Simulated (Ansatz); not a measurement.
Structure of Sc:

Space group Pm-3m (No. 221). a = 2.962 Å, b = 2.962 Å, c = 2.962 Å, α = 90.00°, β = 90.00°, γ = 90.00°
```csv
atom,site,symmetry,x,y,z
Sc,1a,m-3m,0.0000,0.0000,0.0000
```

Structure used: the end point of a relaxation with Ansatz 0.2.0, DFT, r2SCAN, plane waves (500 eV) with PAW, scalar-relativistic; the starting structure was generated, so it need not be a known form of this composition.

**Predict radii and indices of the first 5 visible rings (3 % of the strongest or more) for λ = 0.4959 Å and a flat detector at 220 mm.**

```json
{"ring": "1", "radius": "37.2 mm", "2θ (°)": "9.60", "d (Å)": "2.96", "hkl": "100"}
{"ring": "2", "radius": "53.2 mm", "2θ (°)": "13.60", "d (Å)": "2.09", "hkl": "110"}
{"ring": "3", "radius": "65.9 mm", "2θ (°)": "16.67", "d (Å)": "1.710", "hkl": "111"}
{"ring": "4", "radius": "76.9 mm", "2θ (°)": "19.28", "d (Å)": "1.481", "hkl": "200"}
{"ring": "5", "radius": "87.0 mm", "2θ (°)": "21.58", "d (Å)": "1.325", "hkl": "210"}
```

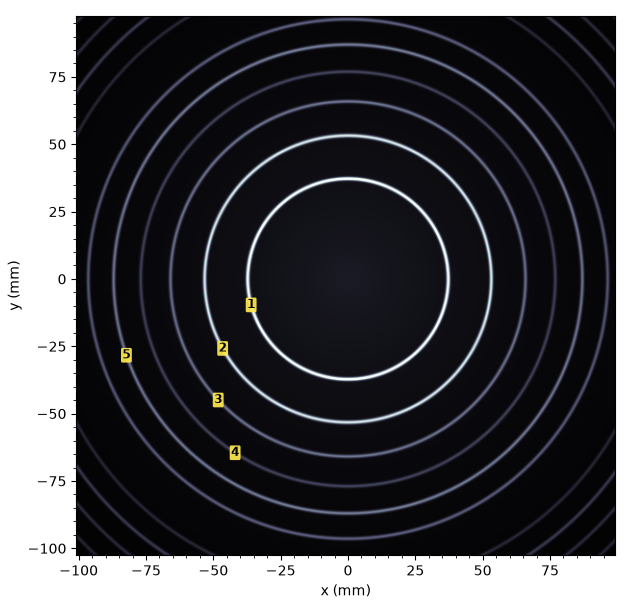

Simulated X-ray powder rings on a flat area detector normal to the beam: λ = 0.4959 Å, sample-to-detector distance 220 mm, axes in mm from the beam centre, beam polarised horizontally, for a fine-grained powder without texture. Kinematic intensities with B = 1.0 Å² for all atoms, without absorption; brightness goes as intensity to the power 0.6, clipped at the top. Reflections closer than the ring width show as one ring. The numbers mark the rings of the table.
